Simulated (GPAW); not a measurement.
System: C (space group Fd-3m).

Method: PAW DFT in plane waves, on a grid or in atomic orbitals, no spin polarisation; energies at scaled volumes of the given cell, shape and fractions fixed, counted from the fit's minimum, third-order Birch-Murnaghan fit (GPAW 26.7.0). All runs: no spin polarisation.

- occupations: Fermi–Dirac
- smearing width: 0.05 eV

Settings that differ: PBEsol: wave cutoff 800 eV, k mesh 13×13×13, potentials PAW-data-sets-made-by gpaw-setup-for-the-functional; r2SCAN: wave cutoff 800 eV, k mesh 13×13×13, potentials GPAW-PAW-data-sets-(gpaw-data-1.2.1); PBE: wave cutoff 1100 eV, k mesh 10×10×10, potentials SG15-ONCV-1.2; BP86: wave cutoff 800 eV, k mesh 10×10×10, potentials PAW-data-sets-made-by gpaw-setup-for-the-functional; vdW-DF: wave cutoff 800 eV, k mesh 10×10×10, potentials GPAW-PAW-data-sets-(gpaw-data-1.2.1).

What does the calculation give for the energy against volume, with one curve for each functional? The cases: PBEsol; r2SCAN; PBE; BP86; vdW-DF.

The fitted equilibrium volumes, smallest first, are PBEsol 5.616, r2SCAN 5.644, PBE 5.680, BP86 5.740, vdW-DF 5.829 Å³/atom. The fitted bulk moduli, smallest first, are vdW-DF 410.1, BP86 424.5, PBE 431.1, PBEsol 450.2, r2SCAN 450.8 GPa.

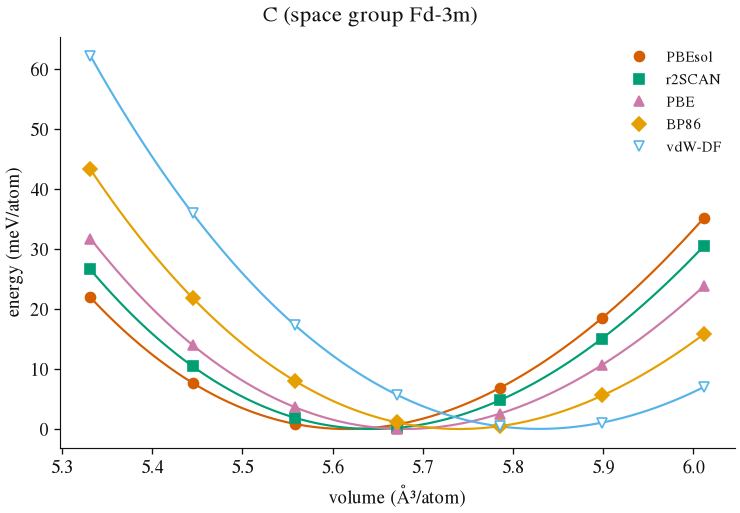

Caveats: the fit and the printed pressures don't fully agree, or the minimum lies near the end of the range (r2SCAN).
